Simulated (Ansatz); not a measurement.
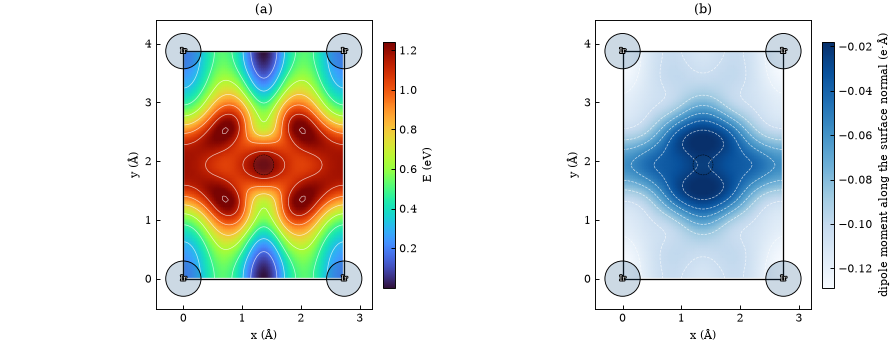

O on an Ir(110) slab cut from the Fm-3m phase, its upper half relaxed before the scan (4 atoms of substrate and one adsorbate in a 1 × 1 cell). O is moved over the surface cell; relaxed at each place: the height of the adsorbate's atoms; substrate rigid; the origin of the map has the adsorbate above Ir4. Places are given modulo a cell vector. The map is drawn in real space over the plane of the surface. The scan uses a 6 × 8 grid; 20 points were computed and 28 follow by symmetry. All energies are given in eV relative to the lowest grid point. With one adsorbate in each 1 × 1 cell, its nearest image is 2.7 Å away, so neighbouring adsorbates interact. The runs have no spin polarisation; a magnetic state may lie lower. All numbers below come from DFT PBE, scalar-relativistic, plane waves, PAW (Ansatz). Settings: cutoff 420 eV, k-mesh 10×7×1, gaussian smearing 0.1 eV, no spin polarisation.

Panel (a) is the energy and panel (b) the computed dipole moment along the surface normal on the same grid.

In the figure: a smooth colour map with a few white contour lines, labelled circles for the atoms of the top layer and small ones for the second layer, the outline of one cell of the plane. Between grid points the surface is interpolated.

### How does the dipole moment along the surface normal vary over the map, and what is it at the lowest grid point?

It runs from −0.13 e·Å at the top site over a surface Ir atom, (0/6, 0/8) of the cell vectors to −0.02 e·Å at (3/6, 3/8) of the cell vectors [nearest 1 Ir at 2.04 Å]. At the lowest grid point, a bridge site between two Ir atoms, (3/6, 0/8) of the cell vectors, it is −0.11 e·Å.

PAW datasets: the set soft_1.
